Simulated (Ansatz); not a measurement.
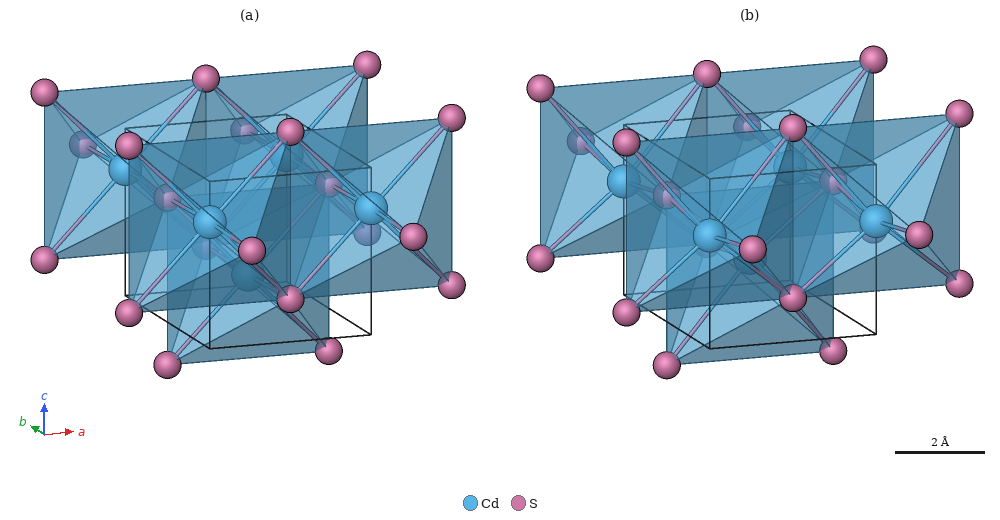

Left: a symmetric starting cell of CdS. Right: the same structure after one change, at the same scale. A polyhedral model of the cell of the calculation, seen slightly off an axis.

Computed with DFT PBE, scalar-relativistic, plane waves, PAW (Ansatz). (plane-wave cutoff 420 eV; k-point mesh 10 × 8 × 10; occupations gaussian; smearing width 0.05 eV; no spin polarisation)

### What distinguishes the right structure from the left one?

The cell is strained by +3.2 % along a, +1.7 % along b, +1.6 % along c (volume +6.6 %) and the Cd atoms are displaced by 0.36 Å relative to the cell. No relaxation follows. The starting cell wasn't computed here and needn't be at equilibrium, so pressure and forces aren't due to the change alone.

### What does the change do?

The pressure is −1.6 GPa (not all of it need come from the change, since the unchanged cell can be under pressure at this level too). The principal stresses (compression positive) are −0.6 GPa along a, −0.9 GPa along c, −3.4 GPa along b. The largest forces, 0.42 eV/Å, act on 2 Cd atoms of the calculation's cell. The forces mostly point back along the displacements (cosine −0.79). Among the bonded contacts that change: Cd–S 2.756 → 2.586 to 3.082 Å. The space group stays Pmmn (No. 59).
